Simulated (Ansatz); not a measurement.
## Geometry relaxation of C7O (part 3 of 3)

Continued. System: C7O (slab, 8 atoms in the cell). Method: DFT PBE+D3(BJ), scalar-relativistic, plane waves, PAW, no spin polarisation (Ansatz 0.2.0); cutoff 420 eV, 12×12×1 k-mesh, Gaussian smearing of 0.05 eV. The structure derives from an entry of the Crystallography Open Database. The input holds or restrains some coordinates. Forces given for the steps count only the free coordinates. It belongs to a series of runs on one base structure; here: CO put at a hollow C-C site.

Geometry of the input (Å; fractional positions):
```
2.4656  0.0000  0.0000
-1.2328  2.1342  0.0000
0.0000  0.0000  26.9343
C  0.6667  0.3334  0.3156
C  0.3333  0.6666  0.3156
C  0.1667  0.3334  0.4415
C  0.8333  0.6666  0.4415
C  0.6667  0.3334  0.5675
C  0.3333  0.6666  0.5675
C  1.0000  1.0000  0.5927
O  1.0000  1.0000  0.6354
```

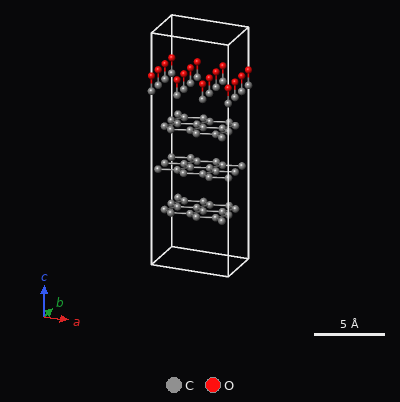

Figure 1. The geometry at step 10 of the log (ball-and-stick view of the 3 × 3 repeat of the cell, with the vacuum cut short, seen slightly off an axis).

## Log, continued
```
relax step  19: F+E_penalty+E_count = -2321.95996892 eV  Δ(F+E_penalty+E_count) = -2.113e-4 eV  max|allowed force component| = 4.053e-3 eV/Å  Δτ_max = 0.0192 Å  (10 SCF iters, accepted)
WARN: The output density's exchange-correlation potential varies sharply where the density is thin. Do not read a vacuum level from v_tot or v_xc, or from such a field of the output density. On a cell that repeats whose density bears no net charge and no dipole along the vacuum's axis use v_es (v_loc + v_h of the components); under efield.dipole_correction with no amplitude use v_es + v_field, which holds any external_charges[].barrier, or the levels of the report's work_function block, which leave it out; under a non-zero efield.amplitude the vacuum is tilted and has no level; on a cell that repeats and bears such a dipole with no correction it is tilted too, and efield.dipole_correction with no amplitude gives each side of its ramp a level where efield: is served; in a cell that repeats whose density bears a net charge (total_charge, or a fill off its count) it is curved and has none; of a slab under crystal.periodic whose density bears no net charge use v_es, which has a level on each side, short of where the two are joined; of another it falls or rises all the way out and has none; of a slab beside external_charges read slab_vacuum_level instead, which it has where they leave it neutral. The grid or the basis barely resolves most such structure, and the values can differ between equally converged runs; as a rule a tighter scf.convergence.dr2_threshold does not remove it. Where the density itself ripples (under the LDA too) a higher basis.ecutwfc lessens it. The files hold the spikes' plane waves up to the density's cutoff. Files: v_tot_of_output_density and the like, and their columns of v_z.tsv (output.write_potential); v_xc_of_output_density and the like, and their columns of v_comp_z.tsv (output.write_potential_components). Measured: with its Gaussian average of σ = 0.25 Å subtracted twice, the exchange-correlation potential is over 0.1 eV at 5 of the grid points where the equally averaged density (valence and model cores) is under 1e-3 e/Å³, and 0.119 eV at the most among them, at an averaged density of 1.0e-7 e/Å³. The input density's (outcome.potential() and, of a run that writes arrays, v_tot and v_xc) is over 0.1 eV, so measured, at 8 points of its own thin density, 0.164 eV at the most. See output.write_potential in the manual, Limitations
SCF converged after 10 iterations
Free energy (F): -2321.959969 eV
Harris-Foulkes:  -2321.959969 eV  (|F-HF|=2.48e-10)
Internal energy: -2321.959381 eV  (E = F + TS)
E sigma→0 (E₀):  -2321.959675 eV
Entropy (-TS):   -0.000588 eV (-0.074 meV/atom)
Fermi energy:    0.835970 eV
Dipole field:    D = -0.055868 V/Å  (p = -0.043759 e·Å, saw-weighted, corrected)
Work function:   Φ+ = 5.8062 eV   Φ− = 4.3014 eV
Levels:          The Fermi level and band energies are counted from a zero that moves with the ramp; work functions are not
--- Per-component energies (eV) ---
  E_band       = -286.942548
  E_kinetic    = 805.311718
  E_local      = -21772.259739  (includes V_loc(G=0)·N_el)
  E_nonlocal   = 242.286333
  E_hartree    = 10512.440086
  E_xc         = -407.079251
  E_vxc        = -506.409258  (∫ρ·V_xc dr)
  E_paw        = -853.304408  (= ΣΔE_a)
  E_vpaw       = -83.087597  (= ΣTr[D̂ρ^β])
  E_aug_tail   = 0.002482  (compensation charges beyond the density's cutoff)
  E_efield     = 0.001222  (sawtooth field / dipole correction)
  E_vefield    = 2.332736  (∫n·V_field dr)
  E_ewald      = 9151.722887
  E_disp       = -1.080710  (pairwise vdW)
  E_smearing   = -0.000588  (= −TS)
  E_closure    = -0.000000  (closes the sum)
  Σ components = -2321.959969   (vs F -2321.959969, Δ=0.00e0)
--- Forces (eV/Å), atoms counted from 1 ---
  atom   1  C      0.00000000    -0.03109903     0.00028948
  atom   2  C      0.00000000     0.03109903     0.00028948
  atom   3  C      0.00000000     0.00405264     0.00067668
  atom   4  C      0.00000000    -0.00405264     0.00067668
  atom   5  C      0.00000000    -0.00392967     0.00060478
  atom   6  C      0.00000000     0.00392967     0.00060478
  atom   7  C      0.00000000     0.00000000    -0.00121930
  atom   8  O      0.00000000     0.00000000    -0.00191093
  max |Σ_I F_I| component: 1.16e-5 eV/Å
--- Band table (eV; the first three rows and the last of 43) ---
  k-point 0: bands = ["-24.2328", "-18.7002", "-18.5556", "-18.3277", "-9.7281", "-7.2867", "-6.6956", "-6.1092", "-5.3382", "-3.0447", "-3.0416", "-2.1730", "-2.1610", "-2.0980", "-2.0853", "-1.8762", "-1.8618", "4.4398", "5.6302", "6.1580", "6.4439", "7.3932", "7.9553", "7.9594", "8.0212"]
  k-point 1: bands = ["-24.1470", "-18.5354", "-18.3919", "-18.1640", "-9.6029", "-7.0893", "-6.5234", "-5.9636", "-5.3239", "-3.2324", "-3.1253", "-2.8133", "-2.7373", "-2.5130", "-2.5126", "-2.4373", "-2.2150", "4.6613", "5.8525", "6.3645", "6.6609", "7.4195", "7.6629", "7.8336", "8.2488"]
  k-point 2: bands = ["-23.9042", "-18.0428", "-17.9023", "-17.6747", "-9.2443", "-6.5191", "-6.1897", "-5.6747", "-5.1124", "-4.4551", "-4.3766", "-4.1511", "-3.5009", "-3.3398", "-3.3081", "-3.2321", "-3.0090", "5.3251", "6.2162", "6.5164", "6.9980", "7.3555", "7.5177", "8.2568", "8.8491"]
  k-point 42: bands = ["-22.7607", "-14.4004", "-14.2837", "-14.0571", "-9.6771", "-9.5797", "-9.3547", "-8.0992", "-8.0131", "-7.7856", "-7.7676", "-7.4167", "-5.5477", "-2.3507", "-2.1593", "-1.6382", "-1.1736", "2.4046", "3.3888", "3.8034", "4.1289", "4.4603", "10.2679", "11.0003", "11.7235"]
--- Relaxed structure (19 steps of the walk, 19 accepted, 0 SCFs on fresh bases) ---
  F+E_penalty+E_count = -2321.95996892 eV   max|allowed force component| = 4.053e-3 eV/Å
  atoms:
    - { symbol: C, position: [0.6666996623499999, 0.3333993247, 0.3155830804] }
    - { symbol: C, position: [0.33330033765, 0.6666006753, 0.3155830804] }
    - { symbol: C, position: [0.16671652983824223, 0.33343305967648446, 0.4414481157308322] }
    - { symbol: C, position: [0.8332834701617577, 0.6665669403235156, 0.4414481157308322] }
    - { symbol: C, position: [0.6667188051308047, 0.3334376102616096, 0.5683497304022221] }
    - { symbol: C, position: [0.3332811948691953, 0.6665623897383905, 0.5683497304022221] }
    - { symbol: C, position: [0.9999999999999999, 0.9999999999999999, 0.6859766680495519] }
    - { symbol: O, position: [0.9999999999999999, 0.9999999999999999, 0.7280856849421374] }
```

## Trajectory as extended XYZ (Å, eV, eV/Å), 19 frames, from step=1 to step=19
```
8
Lattice="2.4656 0.0000 0.0000 -1.2328 2.1342 0.0000 0.0000 0.0000 26.9343" Properties=species:S:1:pos:R:3:forces:R:3 step=1 energy=-2310.16654
C     1.2328    0.7115    8.5000    0.0000  -0.0112   0.0021
C     0.0000    1.4226    8.5000    0.0000   0.0112   0.0021
C     0.0000    0.7115   11.8921    0.0000  -0.0547   0.0085
C     1.2328    1.4226   11.8921    0.0000   0.0547   0.0085
C     1.2328    0.7115   15.2843    0.0000   0.0150  -7.7846
C     0.0000    1.4226   15.2843    0.0000  -0.0150  -7.7846
C     1.2328    2.1342   15.9643    0.0000   0.0000   6.8368
O     1.2328    2.1342   17.1143    0.0000   0.0000   8.7116
8
Lattice="2.4656 0.0000 0.0000 -1.2328 2.1342 0.0000 0.0000 0.0000 26.9343" Properties=species:S:1:pos:R:3:forces:R:3 step=2 energy=-2312.13123
C     1.2328    0.7115    8.5000    0.0000  -0.0127   0.0134
C     0.0000    1.4226    8.5000    0.0000   0.0127   0.0134
C     0.0000    0.7113   11.9769    0.0000  -0.0585  -0.0515
C     1.2328    1.4229   11.9769    0.0000   0.0585  -0.0515
C     1.2328    0.7116   15.1552    0.0000  -0.0134  -5.8754
C     0.0000    1.4226   15.1552    0.0000   0.0134  -5.8754
C     1.2328    2.1342   15.9597    0.0000   0.0000  10.8969
O     1.2328    2.1342   17.1703    0.0000   0.0000   0.9290
8
Lattice="2.4656 0.0000 0.0000 -1.2328 2.1342 0.0000 0.0000 0.0000 26.9343" Properties=species:S:1:pos:R:3:forces:R:3 step=3 energy=-2315.69103
C     1.2328    0.7115    8.5000    0.0000  -0.1409   0.0164
C     0.0000    1.4226    8.5000    0.0000   0.1409   0.0164
C     0.0000    0.7102   12.0102    0.0000   0.0740  -0.1306
C     1.2328    1.4240   12.0102    0.0000  -0.0740  -0.1306
C     1.2328    0.7113   14.9591    0.0000   0.0265  -4.7819
C     0.0000    1.4228   14.9591    0.0000  -0.0265  -4.7819
C     1.2328    2.1342   16.1096    0.0000   0.0000  12.6829
O     1.2328    2.1342   17.3221    0.0000   0.0000  -2.8905
8
Lattice="2.4656 0.0000 0.0000 -1.2328 2.1342 0.0000 0.0000 0.0000 26.9343" Properties=species:S:1:pos:R:3:forces:R:3 step=4 energy=-2317.66947
C     1.2328    0.7115    8.5000    0.0000  -0.1181   0.0189
C     0.0000    1.4226    8.5000    0.0000   0.1181   0.0189
C     0.0000    0.7102   12.0445    0.0000   0.0375  -0.3563
C     1.2328    1.4239   12.0445    0.0000  -0.0375  -0.3563
C     1.2328    0.7114   14.7640    0.0000  -0.0179  -2.5271
C     0.0000    1.4228   14.7640    0.0000   0.0179  -2.5271
C     1.2328    2.1342   16.2389    0.0000   0.0000  12.8959
O     1.2328    2.1342   17.4919    0.0000   0.0000  -7.1678
8
Lattice="2.4656 0.0000 0.0000 -1.2328 2.1342 0.0000 0.0000 0.0000 26.9343" Properties=species:S:1:pos:R:3:forces:R:3 step=5 energy=-2319.60783
C     1.2328    0.7115    8.5000    0.0000   0.0299   0.0091
C     0.0000    1.4226    8.5000    0.0000  -0.0299   0.0091
C     0.0000    0.7107   11.9926    0.0000   0.0105  -0.5822
C     1.2328    1.4235   11.9926    0.0000  -0.0105  -0.5822
C     1.2328    0.7114   14.6293    0.0000  -0.0272  -1.7329
C     0.0000    1.4228   14.6293    0.0000   0.0272  -1.7329
C     1.2328    2.1342   16.4333    0.0000   0.0000  11.4620
O     1.2328    2.1342   17.6551    0.0000   0.0000  -6.8502
8
Lattice="2.4656 0.0000 0.0000 -1.2328 2.1342 0.0000 0.0000 0.0000 26.9343" Properties=species:S:1:pos:R:3:forces:R:3 step=6 energy=-2320.91062
C     1.2328    0.7115    8.5000    0.0000  -0.0010   0.0005
C     0.0000    1.4226    8.5000    0.0000   0.0010   0.0005
C     0.0000    0.7112   11.9306    0.0000  -0.0217  -0.6462
C     1.2328    1.4230   11.9306    0.0000   0.0217  -0.6462
C     1.2328    0.7113   14.5352    0.0000   0.0022  -0.5875
C     0.0000    1.4229   14.5352    0.0000  -0.0022  -0.5875
C     1.2328    2.1342   16.6278    0.0000   0.0000   3.5049
O     1.2328    2.1342   17.7737    0.0000   0.0000  -1.0392
8
Lattice="2.4656 0.0000 0.0000 -1.2328 2.1342 0.0000 0.0000 0.0000 26.9343" Properties=species:S:1:pos:R:3:forces:R:3 step=7 energy=-2321.44567
C     1.2328    0.7115    8.5000    0.0000   0.0034  -0.0355
C     0.0000    1.4226    8.5000    0.0000  -0.0034  -0.0355
C     0.0000    0.7112   11.7547    0.0000   0.0088  -0.3279
C     1.2328    1.4229   11.7547    0.0000  -0.0088  -0.3279
C     1.2328    0.7114   14.5266    0.0000  -0.0087  -0.3079
C     0.0000    1.4228   14.5266    0.0000   0.0087  -0.3079
C     1.2328    2.1342   16.8220    0.0000   0.0000   0.0418
O     1.2328    2.1342   17.9464    0.0000   0.0000   1.3013
8
Lattice="2.4656 0.0000 0.0000 -1.2328 2.1342 0.0000 0.0000 0.0000 26.9343" Properties=species:S:1:pos:R:3:forces:R:3 step=8 energy=-2321.69233
C     1.2328    0.7115    8.5000    0.0000  -0.0004  -0.0819
C     0.0000    1.4226    8.5000    0.0000   0.0004  -0.0819
C     0.0000    0.7112   11.6219    0.0000   0.0127  -0.1588
C     1.2328    1.4229   11.6219    0.0000  -0.0127  -0.1588
C     1.2328    0.7115   14.5031    0.0000  -0.0147  -0.0956
C     0.0000    1.4227   14.5031    0.0000   0.0147  -0.0956
C     1.2328    2.1342   16.9993    0.0000   0.0000   1.8448
O     1.2328    2.1342   18.1441    0.0000   0.0000  -1.1728
8
Lattice="2.4656 0.0000 0.0000 -1.2328 2.1342 0.0000 0.0000 0.0000 26.9343" Properties=species:S:1:pos:R:3:forces:R:3 step=9 energy=-2321.80783
C     1.2328    0.7115    8.5000    0.0000  -0.0085  -0.1281
C     0.0000    1.4226    8.5000    0.0000   0.0085  -0.1281
C     0.0000    0.7114   11.5298    0.0000  -0.0014  -0.0169
C     1.2328    1.4228   11.5298    0.0000   0.0014  -0.0169
C     1.2328    0.7115   14.5310    0.0000  -0.0100  -0.0339
C     0.0000    1.4227   14.5310    0.0000   0.0100  -0.0339
C     1.2328    2.1342   17.1937    0.0000   0.0000   0.0991
O     1.2328    2.1342   18.3256    0.0000   0.0000   0.2586
8
Lattice="2.4656 0.0000 0.0000 -1.2328 2.1342 0.0000 0.0000 0.0000 26.9343" Properties=species:S:1:pos:R:3:forces:R:3 step=10 energy=-2321.86263
C     1.2328    0.7115    8.5000    0.0000  -0.0201  -0.1086
C     0.0000    1.4226    8.5000    0.0000   0.0201  -0.1086
C     0.0000    0.7115   11.5641    0.0000  -0.0015  -0.0015
C     1.2328    1.4227   11.5641    0.0000   0.0015  -0.0015
C     1.2328    0.7115   14.6263    0.0000  -0.0003  -0.0100
C     0.0000    1.4227   14.6263    0.0000   0.0003  -0.0100
C     1.2328    2.1342   17.3933    0.0000   0.0000   0.0194
O     1.2328    2.1342   18.5256    0.0000   0.0000   0.2208
8
Lattice="2.4656 0.0000 0.0000 -1.2328 2.1342 0.0000 0.0000 0.0000 26.9343" Properties=species:S:1:pos:R:3:forces:R:3 step=11 energy=-2321.89900
C     1.2328    0.7115    8.5000    0.0000  -0.0297  -0.0885
C     0.0000    1.4226    8.5000    0.0000   0.0297  -0.0885
C     0.0000    0.7115   11.6012    0.0000  -0.0024  -0.0055
C     1.2328    1.4227   11.6012    0.0000   0.0024  -0.0055
C     1.2328    0.7115   14.6975    0.0000   0.0068   0.0259
C     0.0000    1.4227   14.6975    0.0000  -0.0068   0.0259
C     1.2328    2.1342   17.5834    0.0000   0.0000  -0.0581
O     1.2328    2.1342   18.7159    0.0000   0.0000   0.1943
8
Lattice="2.4656 0.0000 0.0000 -1.2328 2.1342 0.0000 0.0000 0.0000 26.9343" Properties=species:S:1:pos:R:3:forces:R:3 step=12 energy=-2321.92487
C     1.2328    0.7115    8.5000    0.0000  -0.0288  -0.0725
C     0.0000    1.4226    8.5000    0.0000   0.0288  -0.0725
C     0.0000    0.7116   11.6322    0.0000  -0.0038   0.0144
C     1.2328    1.4226   11.6322    0.0000   0.0038   0.0144
C     1.2328    0.7115   14.8118    0.0000   0.0113   0.0161
C     0.0000    1.4227   14.8118    0.0000  -0.0113   0.0161
C     1.2328    2.1342   17.7723    0.0000   0.0000   0.2688
O     1.2328    2.1342   18.9081    0.0000   0.0000  -0.1823
8
Lattice="2.4656 0.0000 0.0000 -1.2328 2.1342 0.0000 0.0000 0.0000 26.9343" Properties=species:S:1:pos:R:3:forces:R:3 step=13 energy=-2321.94330
C     1.2328    0.7115    8.5000    0.0000  -0.0283  -0.0487
C     0.0000    1.4226    8.5000    0.0000   0.0283  -0.0487
C     0.0000    0.7117   11.6946    0.0000  -0.0105   0.0181
C     1.2328    1.4225   11.6946    0.0000   0.0105   0.0181
C     1.2328    0.7114   14.9632    0.0000   0.0163  -0.0014
C     0.0000    1.4228   14.9632    0.0000  -0.0163  -0.0014
C     1.2328    2.1342   17.9670    0.0000   0.0000  -0.1727
O     1.2328    2.1342   19.0993    0.0000   0.0000   0.2338
8
Lattice="2.4656 0.0000 0.0000 -1.2328 2.1342 0.0000 0.0000 0.0000 26.9343" Properties=species:S:1:pos:R:3:forces:R:3 step=14 energy=-2321.95425
C     1.2328    0.7115    8.5000    0.0000  -0.0295  -0.0260
C     0.0000    1.4226    8.5000    0.0000   0.0295  -0.0260
C     0.0000    0.7117   11.7663    0.0000  -0.0150   0.0087
C     1.2328    1.4224   11.7663    0.0000   0.0150   0.0087
C     1.2328    0.7114   15.0838    0.0000   0.0217   0.0034
C     0.0000    1.4228   15.0838    0.0000  -0.0217   0.0034
C     1.2328    2.1342   18.1614    0.0000   0.0000  -0.1607
O     1.2328    2.1342   19.2940    0.0000   0.0000   0.1876
8
Lattice="2.4656 0.0000 0.0000 -1.2328 2.1342 0.0000 0.0000 0.0000 26.9343" Properties=species:S:1:pos:R:3:forces:R:3 step=15 energy=-2321.95920
C     1.2328    0.7115    8.5000    0.0000  -0.0312  -0.0088
C     0.0000    1.4226    8.5000    0.0000   0.0312  -0.0088
C     0.0000    0.7118   11.8529    0.0000  -0.0160   0.0056
C     1.2328    1.4224   11.8529    0.0000   0.0160   0.0056
C     1.2328    0.7114   15.2556    0.0000   0.0231  -0.0088
C     0.0000    1.4228   15.2556    0.0000  -0.0231  -0.0088
C     1.2328    2.1342   18.3547    0.0000   0.0000   0.0052
O     1.2328    2.1342   19.4888    0.0000   0.0000   0.0139
8
Lattice="2.4656 0.0000 0.0000 -1.2328 2.1342 0.0000 0.0000 0.0000 26.9343" Properties=species:S:1:pos:R:3:forces:R:3 step=16 energy=-2321.95920
C     1.2328    0.7115    8.5000    0.0000  -0.0311  -0.0064
C     0.0000    1.4226    8.5000    0.0000   0.0311  -0.0064
C     0.0000    0.7118   11.8529    0.0000  -0.0161   0.0050
C     1.2328    1.4224   11.8529    0.0000   0.0161   0.0050
C     1.2328    0.7114   15.2556    0.0000   0.0231  -0.0085
C     0.0000    1.4228   15.2556    0.0000  -0.0231  -0.0085
C     1.2328    2.1342   18.3547    0.0000   0.0000   0.0047
O     1.2328    2.1342   19.4888    0.0000   0.0000   0.0150
8
Lattice="2.4656 0.0000 0.0000 -1.2328 2.1342 0.0000 0.0000 0.0000 26.9343" Properties=species:S:1:pos:R:3:forces:R:3 step=17 energy=-2321.95928
C     1.2328    0.7115    8.5000    0.0000  -0.0371   0.0029
C     0.0000    1.4226    8.5000    0.0000   0.0371   0.0029
C     0.0000    0.7118   11.9072    0.0000  -0.0133  -0.0113
C     1.2328    1.4224   11.9072    0.0000   0.0133  -0.0113
C     1.2328    0.7114   15.2705    0.0000   0.0241   0.0136
C     0.0000    1.4228   15.2705    0.0000  -0.0241   0.0136
C     1.2328    2.1342   18.4646    0.0000   0.0000   0.1114
O     1.2328    2.1342   19.5998    0.0000   0.0000  -0.1218
8
Lattice="2.4656 0.0000 0.0000 -1.2328 2.1342 0.0000 0.0000 0.0000 26.9343" Properties=species:S:1:pos:R:3:forces:R:3 step=18 energy=-2321.95976
C     1.2328    0.7115    8.5000    0.0000  -0.0300  -0.0022
C     0.0000    1.4226    8.5000    0.0000   0.0300  -0.0022
C     0.0000    0.7117   11.8755    0.0000  -0.0109   0.0066
C     1.2328    1.4224   11.8755    0.0000   0.0109   0.0066
C     1.2328    0.7115   15.3112    0.0000   0.0127  -0.0006
C     0.0000    1.4227   15.3112    0.0000  -0.0127  -0.0006
C     1.2328    2.1342   18.4954    0.0000   0.0000  -0.0599
O     1.2328    2.1342   19.6291    0.0000   0.0000   0.0518
8
Lattice="2.4656 0.0000 0.0000 -1.2328 2.1342 0.0000 0.0000 0.0000 26.9343" Properties=species:S:1:pos:R:3:forces:R:3 step=19 energy=-2321.95997
C     1.2328    0.7115    8.5000    0.0000  -0.0311   0.0003
C     0.0000    1.4226    8.5000    0.0000   0.0311   0.0003
C     0.0000    0.7116   11.8901    0.0000   0.0041   0.0007
C     1.2328    1.4226   11.8901    0.0000  -0.0041   0.0007
C     1.2328    0.7116   15.3081    0.0000  -0.0039   0.0006
C     0.0000    1.4226   15.3081    0.0000   0.0039   0.0006
C     1.2328    2.1342   18.4763    0.0000   0.0000  -0.0012
O     1.2328    2.1342   19.6105    0.0000   0.0000  -0.0019
```

## Key numbers

- outcome: converged under the restraints of the input
- electrons treated: 34
- free energy: −2321.9600 eV
- work function, top face: 5.81 eV
- work function, bottom face: 4.30 eV
- Fermi energy: 0.836 eV
- gap on the k-point mesh: none (metallic)
- final volume: 141.73 Å³
- work function (upper face): 5.81 eV
- largest force (length of the vector) at the end, held atoms and coordinates included: 0.031 eV/Å
- hardware: 1 thread of Intel Xeon (Sapphire Rapids), 64 GiB of memory available, shared host
- wall time: 5.2 min
- peak memory: 0.49 GiB

Notes on the run: the exchange-correlation potential is rough where the density is thin.
